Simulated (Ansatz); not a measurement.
## Ti₉O₁₆ (charge +4): nudged elastic band (part 1 of 3)

System: Ti₉O₁₆ (defect cell, 25 atoms in the cell, total charge +4).
Method: DFT PBE, scalar-relativistic, plane waves, PAW, no spin polarisation (Ansatz 0.2.0).

The structure derives from an entry of the Crystallography Open Database. Figures and captions count atoms from 1; the log counts them from 0 in places.

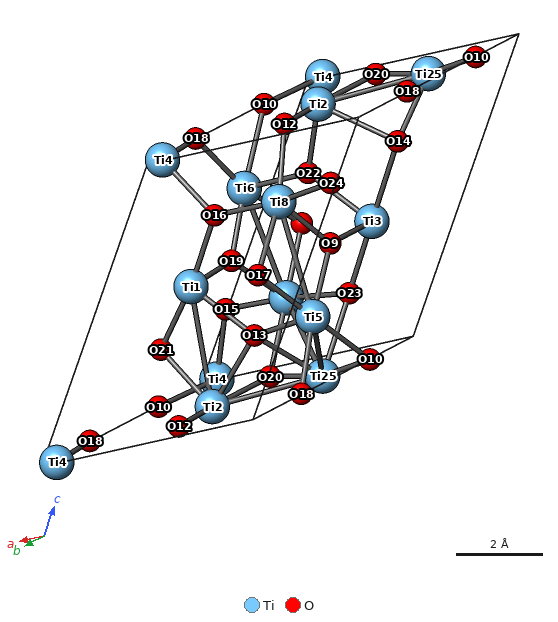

The structure as given in the input (ball-and-stick view of the cell of the calculation, seen at an oblique angle; atoms are numbered from 1 in the order of the input).

### The input
```yaml
crystal:
  lattice:
    - [-4.6432750096, 4.6432750096, 0.0]
    - [4.6432750096, 4.6432750096, 0.0]
    - [0.0, -4.6432750096, -5.9277640514]
  atoms:
    - { symbol: Ti, position: [0.7229926043, 0.7524909043, 0.4842675417] }
    - { symbol: Ti, position: [0.5507963697, 0.5258110079, -0.0016423924] }
    - { symbol: Ti, position: [0.2638861192, 0.2291070366, 0.4842642379] }
    - { symbol: Ti, position: [-0.0498720912, -0.0301034063, -0.0016316909] }
    - { symbol: Ti, position: [0.1218557675, 0.6380813071, 0.2597766501] }
    - { symbol: Ti, position: [0.8654589918, 0.3955691652, 0.7326134984] }
    - { symbol: Ti, position: [0.640513087, 0.1190357602, 0.2597822575] }
    - { symbol: Ti, position: [0.3697347584, 0.834370995, 0.732608949] }
    - { symbol: O, position: [0.2269295496, 0.5433419024, 0.4920321252] }
    - { symbol: O, position: [-0.024488417, 0.3050201038, 0.003520514] }
    - { symbol: O, position: [0.7331111257, 0.0600822421, 0.5040551823] }
    - { symbol: O, position: [0.4996180398, 0.8052363989, 0.0016316909] }
    - { symbol: O, position: [0.4221493781, 0.585755465, 0.2298011062] }
    - { symbol: O, position: [0.1911392515, 0.3546498528, 0.7717685196] }
    - { symbol: O, position: [0.9376497368, 0.1088888972, 0.2653764489] }
    - { symbol: O, position: [0.6687234804, 0.8439248825, 0.7363554273] }
    - { symbol: O, position: [0.2735497222, 0.9413004387, 0.5040421043] }
    - { symbol: O, position: [0.0046093338, 0.6937375456, 0.0016407551] }
    - { symbol: O, position: [0.7677154918, 0.4460377918, 0.4920477153] }
    - { symbol: O, position: [0.530636222, 0.1958344732, 0.0035301266] }
    - { symbol: O, position: [0.8303179677, 0.6538320757, 0.2653575664] }
    - { symbol: O, position: [0.5702537088, 0.3897756031, 0.736374552] }
    - { symbol: O, position: [0.3102734482, 0.1413818735, 0.2298071204] }
    - { symbol: O, position: [0.0832504814, 0.9144510603, 0.7717505702] }
    - { symbol: Ti, position: [0.2360906602, 0.2334478019, 0.9695734573] }
total_charge: 4
basis:
  ecutwfc: 420
  xc_grid: 2
kpoints:
  mp_grid: { grid: [3, 3, 3], shift: [0.0, 0.0, 0.0] }
hamiltonian:
  xc: pbe
scf:
  occupations: { method: gaussian, width: 0.02 }
output:
  forces: true
neb:
  images: 5
  f_tol: 0.05
  max_iterations: 70
  order_check: false
  final_atoms:
    - { symbol: Ti, position: [0.7120443332, 0.7404589918, 0.4826134984] }
    - { symbol: Ti, position: [0.5157464973, 0.515513087, 0.0097822575] }
    - { symbol: Ti, position: [0.2732379541, 0.2447347584, 0.482608949] }
    - { symbol: Ti, position: [-0.003304657, -0.0031442325, 0.0097766501] }
    - { symbol: Ti, position: [0.1067766374, 0.5979926043, 0.2342675417] }
    - { symbol: Ti, position: [0.8475465996, 0.4257963697, 0.7483576076] }
    - { symbol: Ti, position: [0.6301572013, 0.1388861192, 0.2342642379] }
    - { symbol: Ti, position: [0.4034717154, 0.8251279088, 0.7483683091] }
    - { symbol: O, position: [0.2674305448, 0.5437234804, 0.4863554273] }
    - { symbol: O, position: [0.0190456412, 0.2971493781, -0.0201988938] }
    - { symbol: O, position: [0.7921186668, 0.0661392515, 0.5217685196] }
    - { symbol: O, position: [0.5314875517, 0.8126497368, 0.0153764489] }
    - { symbol: O, position: [0.4210099235, 0.6427154918, 0.2420477153] }
    - { symbol: O, position: [0.1826956535, 0.405636222, 0.7535301266] }
    - { symbol: O, position: [0.9377416657, 0.1485497222, 0.2540421043] }
    - { symbol: O, position: [0.6829032095, 0.8796093338, 0.7516407551] }
    - { symbol: O, position: [0.2322995099, 0.9582504814, 0.5217505702] }
    - { symbol: O, position: [-0.0134745094, 0.7053179677, 0.0153575664] }
    - { symbol: O, position: [0.721598949, 0.4452537088, 0.486374552] }
    - { symbol: O, position: [0.4634252469, 0.1852734482, -0.0201928796] }
    - { symbol: O, position: [0.8189729402, 0.6081111257, 0.2540551823] }
    - { symbol: O, position: [0.571395292, 0.3746180398, 0.7516316909] }
    - { symbol: O, position: [0.3236902228, 0.1019295496, 0.2420321252] }
    - { symbol: O, position: [0.0735004102, 0.850511583, 0.753520514] }
    - { symbol: Ti, position: [0.1111256554, 0.1110906602, 0.7195734573] }
```

Run on 4 threads of AMD EPYC (Zen 5), 64 GiB of memory available, shared host.

Command:
```bash
ansatz run input.yaml --threads 4 --pin off --max-ram 10240MiB --backend cpu --events-out ev --progress --plain --runs-dir out
```

### Output
```
Warning: neb: disabling space-group detection — the band's intermediate images generally break the endpoint symmetry, so no spatial operation reduces the k-mesh or symmetrises the density, except that a semilocal band can use its path's symmetry ahead of convergence; time reversal is kept, so that k and −k are solved as one point where they differ and the mesh holds both, and exact exchange and, on two spinor components, a DFT+U term hold to it where the run has them: on two components no moment then forms, and a state that bears one, which a typed moment (crystal.atoms[].spin; refused beside efield: under a hybrid functional) reaches, can lie lower, under hf by electronvolts; crystal.symmetry.detect: false (a key that needs symmetry detection or time reversal refuses this as the deck is read) with time_reversal: false beside it drops time reversal too
Engine: ansatz 0.2.0, x86_64-unknown-linux-gnu
Pseudopotentials: kind: paw
Pseudopotential: Ti, paw, valence charge 12, recommended cutoff 420 eV (normal), Ti.paw.azcp
Pseudopotential: O, paw, valence charge 6, recommended cutoff 420 eV (normal), O.paw.azcp
Functional definition: PBE
  parameter kappa = 0.804
  parameter beta = 0.06672455060314922
  exchange = pbe_x(kappa = kappa, mu = beta*pi^2/3)
  correlation = pbe_c(beta = beta)
parallel-image band execution: 4 concurrent image workers
NEB image 0
Crystal: 25 atoms, lattice volume = 255.605 Å³
Basis set: ecut = 420 eV, 4995 PW (Γ), exchange–correlation on 90×90×108 points (8 copies of the dense FFT grid, shifted against one another)
Bands: 125, of which v1, the nominal top of the filled ones, is band 100 counted from 1 (99 counted from 0)
Symmetry: 1 space group operations
k-points: 14 of 27 (time reversal used)
Non-local potential: Ti, projectors of the file, l = 0: 3, l = 1: 2, l = 2: 3, l = 3: 1
Non-local potential: O, projectors of the file, l = 0: 2, l = 1: 2, l = 2: 1
PAW form: soft (Blöchl's): semilocal exchange-correlation on the pseudo side does not see the compensation charge
PAW one-centre angular grid: Ti, 590 points (default); XC on 64 Gauss nodes
PAW one-centre angular grid: O, 110 points (default); XC on 64 Gauss nodes
Initial density: superposition of atomic densities (neutral atoms scaled as one to the charged cell's electrons: chi_scale 0, normalization atom), corrected by the library's trained network
Initial wavefunctions: pseudopotential atomic-orbital guess
Functional: x = pbe(κ = 0.804, μ = 0.2195149727645171), c = pbe(β = 0.06672455060314922)
SCF iter   1: F=—  HF=-31658.004893 eV  |F-HF|=—  |Δ(HF+E_count)|=         —  Δρ=3.40e-2  dr2=2.45e0  ethr=1.77e-3  ⟨swp⟩=5.0  Hψ=6576  notcnv=0  defer=84
preconditioner: auto → Resta (q_TF=auto, 2.619 Å⁻¹)  ε∞=8.9  [insulator: Δε(μ)=2.277 eV  Ē_g=9.369 eV  σ=0.020 eV  W_gap=1.00  n_scr=68 (ndim 8)  ℏωp=26.3 eV  f_vac=0.024  D(μ)=0.00/eV (n_scr^D=0)  ε∞_Penn≈8.9]
SCF iter   2: F=—  HF=-31657.455603 eV  |F-HF|=—  |Δ(HF+E_count)|=   5.49e-1  Δρ=1.35e-2  dr2=3.88e-1  ethr=1.23e-3  ⟨swp⟩=2.0  Hψ=3033  notcnv=0  defer=257
SCF iter   3: F=—  HF=-31657.431993 eV  |F-HF|=—  |Δ(HF+E_count)|=   2.36e-2  Δρ=6.36e-3  dr2=1.28e-1  ethr=1.94e-4  ⟨swp⟩=3.6  Hψ=3065  notcnv=0  defer=257
SCF iter   4: F=—  HF=-31657.423232 eV  |F-HF|=—  |Δ(HF+E_count)|=   8.76e-3  Δρ=2.40e-3  dr2=1.38e-2  ethr=6.42e-5  ⟨swp⟩=3.5  Hψ=2321  notcnv=0  defer=257
SCF iter   5: F=—  HF=-31657.424876 eV  |F-HF|=—  |Δ(HF+E_count)|=   1.64e-3  Δρ=1.09e-3  dr2=3.57e-3  ethr=6.92e-6  ⟨swp⟩=2.2  Hψ=2396  notcnv=0  defer=261
SCF iter   6: F=—  HF=-31657.425145 eV  |F-HF|=—  |Δ(HF+E_count)|=   2.68e-4  Δρ=5.42e-4  dr2=8.86e-4  ethr=1.79e-6  ⟨swp⟩=2.0  Hψ=2424  notcnv=0  defer=261
SCF iter   7: F=—  HF=-31657.425387 eV  |F-HF|=—  |Δ(HF+E_count)|=   2.43e-4  Δρ=3.40e-4  dr2=3.04e-4  ethr=4.43e-7  ⟨swp⟩=2.0  Hψ=2233  notcnv=0  defer=261
SCF iter   8: F=—  HF=-31657.425440 eV  |F-HF|=—  |Δ(HF+E_count)|=   5.30e-5  Δρ=1.05e-4  dr2=3.96e-5  ethr=1.52e-7  ⟨swp⟩=2.0  Hψ=2379  notcnv=0  defer=261
SCF iter   9: F=—  HF=-31657.425188 eV  |F-HF|=—  |Δ(HF+E_count)|=   2.53e-4  Δρ=6.30e-5  dr2=9.94e-6  ethr=1.98e-8  ⟨swp⟩=2.0  Hψ=2382  notcnv=0  defer=261
SCF iter  10: F=—  HF=-31657.425190 eV  |F-HF|=—  |Δ(HF+E_count)|=   2.38e-6  Δρ=2.58e-5  dr2=1.96e-6  ethr=4.97e-9  ⟨swp⟩=2.0  Hψ=2373  notcnv=0  defer=261
SCF iter  11: F=—  HF=-31657.425191 eV  |F-HF|=—  |Δ(HF+E_count)|=   1.19e-6  Δρ=1.13e-5  dr2=3.78e-7  ethr=9.78e-10  ⟨swp⟩=2.0  Hψ=2305  notcnv=0  defer=261
SCF iter  12: F=-31657.425191 eV  HF=-31657.425191 eV  |F-HF|=6.51e-9  |Δ(HF+E_count)|=   1.45e-7  Δρ=4.32e-6  dr2=7.28e-8  ethr=5.00e-11  ⟨swp⟩=4.0  Hψ=5461  notcnv=0
SCF 1 converged in 12 iterations: F = -31657.425191 eV  dr2 = 7.28e-8
  greatest PAW one-centre occupation: 0.999 electrons in one spin orbital (limit 2), on the Ti atom at site 4 (counted from 0), in its partial waves of l = 0
NSCF: frozen V_eff on 14 k-points
NEB image 6
SCF iter   1: F=—  HF=-31658.004883 eV  |F-HF|=—  |Δ(HF+E_count)|=         —  Δρ=3.40e-2  dr2=2.45e0  ethr=1.77e-3  ⟨swp⟩=5.0  Hψ=6574  notcnv=0  defer=84
SCF iter   2: F=—  HF=-31657.455595 eV  |F-HF|=—  |Δ(HF+E_count)|=   5.49e-1  Δρ=1.35e-2  dr2=3.88e-1  ethr=1.23e-3  ⟨swp⟩=2.0  Hψ=3033  notcnv=0  defer=257
SCF iter   3: F=—  HF=-31657.431977 eV  |F-HF|=—  |Δ(HF+E_count)|=   2.36e-2  Δρ=6.36e-3  dr2=1.28e-1  ethr=1.94e-4  ⟨swp⟩=3.6  Hψ=3065  notcnv=0  defer=257
SCF iter   4: F=—  HF=-31657.423211 eV  |F-HF|=—  |Δ(HF+E_count)|=   8.77e-3  Δρ=2.40e-3  dr2=1.38e-2  ethr=6.42e-5  ⟨swp⟩=3.5  Hψ=2321  notcnv=0  defer=257
SCF iter   5: F=—  HF=-31657.424855 eV  |F-HF|=—  |Δ(HF+E_count)|=   1.64e-3  Δρ=1.09e-3  dr2=3.58e-3  ethr=6.92e-6  ⟨swp⟩=2.2  Hψ=2396  notcnv=0  defer=261
SCF iter   6: F=—  HF=-31657.425119 eV  |F-HF|=—  |Δ(HF+E_count)|=   2.64e-4  Δρ=5.42e-4  dr2=8.85e-4  ethr=1.79e-6  ⟨swp⟩=2.0  Hψ=2413  notcnv=0  defer=261
SCF iter   7: F=—  HF=-31657.425361 eV  |F-HF|=—  |Δ(HF+E_count)|=   2.42e-4  Δρ=3.39e-4  dr2=3.03e-4  ethr=4.43e-7  ⟨swp⟩=2.0  Hψ=2249  notcnv=0  defer=261
SCF iter   8: F=—  HF=-31657.425430 eV  |F-HF|=—  |Δ(HF+E_count)|=   6.91e-5  Δρ=1.05e-4  dr2=3.97e-5  ethr=1.52e-7  ⟨swp⟩=2.0  Hψ=2377  notcnv=0  defer=261
SCF iter   9: F=—  HF=-31657.425188 eV  |F-HF|=—  |Δ(HF+E_count)|=   2.42e-4  Δρ=6.30e-5  dr2=9.93e-6  ethr=1.99e-8  ⟨swp⟩=2.0  Hψ=2397  notcnv=0  defer=261
SCF iter  10: F=—  HF=-31657.425190 eV  |F-HF|=—  |Δ(HF+E_count)|=   2.41e-6  Δρ=2.59e-5  dr2=1.97e-6  ethr=4.97e-9  ⟨swp⟩=2.0  Hψ=2351  notcnv=0  defer=261
SCF iter  11: F=—  HF=-31657.425191 eV  |F-HF|=—  |Δ(HF+E_count)|=   1.19e-6  Δρ=1.13e-5  dr2=3.77e-7  ethr=9.84e-10  ⟨swp⟩=2.0  Hψ=2324  notcnv=0  defer=261
SCF iter  12: F=-31657.425191 eV  HF=-31657.425191 eV  |F-HF|=6.52e-9  |Δ(HF+E_count)|=   1.45e-7  Δρ=4.33e-6  dr2=7.28e-8  ethr=5.00e-11  ⟨swp⟩=4.0  Hψ=5450  notcnv=0
SCF 2 converged in 12 iterations: F = -31657.425191 eV  dr2 = 7.28e-8
[... from here on the iterations of each SCF are left out, up to the last one ...]
NSCF: frozen V_eff on 14 k-points
NEB end point (image 0): max|allowed force component| = 6.978e-3 eV/Å (the criterion of neb.relax_end_points is 1.000e-2)
NEB end point (image 6): max|allowed force component| = 6.979e-3 eV/Å (the criterion of neb.relax_end_points is 1.000e-2)
NEB image 1
preconditioner: auto → Resta (q_TF=auto, 2.619 Å⁻¹)  ε∞=8.8  [insulator: Δε(μ)=2.152 eV  Ē_g=9.419 eV  σ=0.020 eV  W_gap=1.00  n_scr=68 (ndim 8)  ℏωp=26.3 eV  f_vac=0.024  D(μ)=0.00/eV (n_scr^D=0)  ε∞_Penn≈8.8]
SCF 3 converged in 12 iterations: F = -31657.184576 eV  dr2 = 6.50e-8
NEB image 2
preconditioner: auto → Resta (q_TF=auto, 2.619 Å⁻¹)  ε∞=8.8  [insulator: Δε(μ)=2.092 eV  Ē_g=9.439 eV  σ=0.020 eV  W_gap=1.00  n_scr=68 (ndim 8)  ℏωp=26.3 eV  f_vac=0.024  D(μ)=0.00/eV (n_scr^D=0)  ε∞_Penn≈8.8]
SCF 4 converged in 12 iterations: F = -31656.729854 eV  dr2 = 6.65e-8
NEB image 3
preconditioner: auto → Resta (q_TF=auto, 2.619 Å⁻¹)  ε∞=8.8  [insulator: Δε(μ)=1.998 eV  Ē_g=9.421 eV  σ=0.020 eV  W_gap=1.00  n_scr=68 (ndim 8)  ℏωp=26.3 eV  f_vac=0.025  D(μ)=0.00/eV (n_scr^D=0)  ε∞_Penn≈8.8]
SCF 5 converged in 12 iterations: F = -31656.440019 eV  dr2 = 6.04e-8
NEB image 4
preconditioner: auto → Resta (q_TF=auto, 2.619 Å⁻¹)  ε∞=8.8  [insulator: Δε(μ)=1.977 eV  Ē_g=9.382 eV  σ=0.020 eV  W_gap=1.00  n_scr=68 (ndim 8)  ℏωp=26.3 eV  f_vac=0.024  D(μ)=0.00/eV (n_scr^D=0)  ε∞_Penn≈8.8]
SCF 6 converged in 12 iterations: F = -31656.546956 eV  dr2 = 8.15e-8
NEB image 5
preconditioner: auto → Resta (q_TF=auto, 2.619 Å⁻¹)  ε∞=8.9  [insulator: Δε(μ)=2.098 eV  Ē_g=9.348 eV  σ=0.020 eV  W_gap=1.00  n_scr=68 (ndim 8)  ℏωp=26.3 eV  f_vac=0.024  D(μ)=0.00/eV (n_scr^D=0)  ε∞_Penn≈8.9]
SCF 7 converged in 12 iterations: F = -31657.036711 eV  dr2 = 9.57e-8
NEB iter   1: max|band force component| = 2.150e0 eV/Å  barrier→ = 0.9852 eV  barrier← = 0.9852 eV  Δτ_max = 0.0642 Å  (84 SCF iters)
NEB image 1
Initial density: handed on by an earlier stage of this run
Initial wavefunctions: those handed on with the density
preconditioner: auto → Resta (q_TF=auto, 2.619 Å⁻¹)  ε∞=8.5  [insulator: Δε(μ)=2.363 eV  Ē_g=9.579 eV  σ=0.020 eV  W_gap=1.00  n_scr=68 (ndim 8)  ℏωp=26.3 eV  f_vac=0.032  D(μ)=0.00/eV (n_scr^D=0)  ε∞_Penn≈8.5]
SCF 8 converged in 10 iterations: F = -31657.317989 eV  dr2 = 4.76e-8
NEB image 2
preconditioner: auto → Resta (q_TF=auto, 2.619 Å⁻¹)  ε∞=8.5  [insulator: Δε(μ)=2.300 eV  Ē_g=9.595 eV  σ=0.020 eV  W_gap=1.00  n_scr=68 (ndim 8)  ℏωp=26.3 eV  f_vac=0.033  D(μ)=0.00/eV (n_scr^D=0)  ε∞_Penn≈8.5]
SCF 9 converged in 11 iterations: F = -31657.099148 eV  dr2 = 9.84e-9
NEB image 3
preconditioner: auto → Resta (q_TF=auto, 2.619 Å⁻¹)  ε∞=8.5  [insulator: Δε(μ)=2.313 eV  Ē_g=9.580 eV  σ=0.020 eV  W_gap=1.00  n_scr=68 (ndim 8)  ℏωp=26.3 eV  f_vac=0.033  D(μ)=0.00/eV (n_scr^D=0)  ε∞_Penn≈8.5]
SCF 10 converged in 11 iterations: F = -31656.995523 eV  dr2 = 1.86e-8
NEB image 4
preconditioner: auto → Resta (q_TF=auto, 2.619 Å⁻¹)  ε∞=8.6  [insulator: Δε(μ)=2.347 eV  Ē_g=9.549 eV  σ=0.020 eV  W_gap=1.00  n_scr=68 (ndim 8)  ℏωp=26.3 eV  f_vac=0.033  D(μ)=0.00/eV (n_scr^D=0)  ε∞_Penn≈8.6]
SCF 11 converged in 10 iterations: F = -31657.076573 eV  dr2 = 9.56e-8
NEB image 5
preconditioner: auto → Resta (q_TF=auto, 2.619 Å⁻¹)  ε∞=8.6  [insulator: Δε(μ)=2.358 eV  Ē_g=9.520 eV  σ=0.020 eV  W_gap=1.00  n_scr=68 (ndim 8)  ℏωp=26.3 eV  f_vac=0.033  D(μ)=0.00/eV (n_scr^D=0)  ε∞_Penn≈8.6]
SCF 12 converged in 10 iterations: F = -31657.276925 eV  dr2 = 4.25e-8
NEB iter   2: max|band force component| = 9.436e-1 eV/Å  barrier→ = 0.4297 eV  barrier← = 0.4297 eV  Δτ_max = 0.0516 Å  (52 SCF iters)
[... from here on the SCF iterations and repeated set-up lines of each step are left out, up to the last step ...]
NEB image 1
SCF 13 converged in 9 iterations: F = -31657.342794 eV  dr2 = 3.00e-8
NEB image 2
SCF 14 converged in 10 iterations: F = -31657.190345 eV  dr2 = 3.35e-8
NEB image 3
SCF 15 converged in 10 iterations: F = -31657.175705 eV  dr2 = 5.62e-8
NEB image 4
SCF 16 converged in 10 iterations: F = -31657.279210 eV  dr2 = 5.94e-8
NEB image 5
SCF 17 converged in 10 iterations: F = -31657.356088 eV  dr2 = 2.80e-8
NEB iter   3: max|band force component| = 4.402e-1 eV/Å  barrier→ = 0.2495 eV  barrier← = 0.2495 eV  CI = image 3  Δτ_max = 0.0862 Å  (49 SCF iters)
NEB image 1
SCF 18 converged in 9 iterations: F = -31657.365054 eV  dr2 = 5.67e-8
NEB image 2
SCF 19 converged in 10 iterations: F = -31657.231651 eV  dr2 = 1.68e-8
NEB image 3
SCF 20 converged in 10 iterations: F = -31657.202007 eV  dr2 = 6.35e-8
NEB image 4
SCF 21 converged in 10 iterations: F = -31657.310059 eV  dr2 = 6.11e-8
NEB image 5
SCF 22 converged in 10 iterations: F = -31657.370122 eV  dr2 = 1.37e-8
NEB iter   4: max|band force component| = 2.178e-1 eV/Å  barrier→ = 0.2232 eV  barrier← = 0.2232 eV  CI = image 3  Δτ_max = 0.0355 Å  (49 SCF iters)
NEB image 1
SCF 23 converged in 9 iterations: F = -31657.380947 eV  dr2 = 6.00e-8
NEB image 2
SCF 24 converged in 10 iterations: F = -31657.264501 eV  dr2 = 2.50e-8
NEB image 3
SCF 25 converged in 9 iterations: F = -31657.213098 eV  dr2 = 9.63e-8
NEB image 4
SCF 26 converged in 10 iterations: F = -31657.326249 eV  dr2 = 2.90e-8
NEB image 5
SCF 27 converged in 10 iterations: F = -31657.386125 eV  dr2 = 2.19e-8
NEB iter   5: max|band force component| = 2.048e-1 eV/Å  barrier→ = 0.2121 eV  barrier← = 0.2121 eV  CI = image 3  Δτ_max = 0.0479 Å  (48 SCF iters)
NEB image 1
SCF 28 converged in 8 iterations: F = -31657.379271 eV  dr2 = 5.62e-8
NEB image 2
SCF 29 converged in 9 iterations: F = -31657.255877 eV  dr2 = 8.33e-8
NEB image 3
SCF 30 converged in 10 iterations: F = -31657.238134 eV  dr2 = 3.76e-8
NEB image 4
SCF 31 converged in 9 iterations: F = -31657.350064 eV  dr2 = 6.41e-8
```
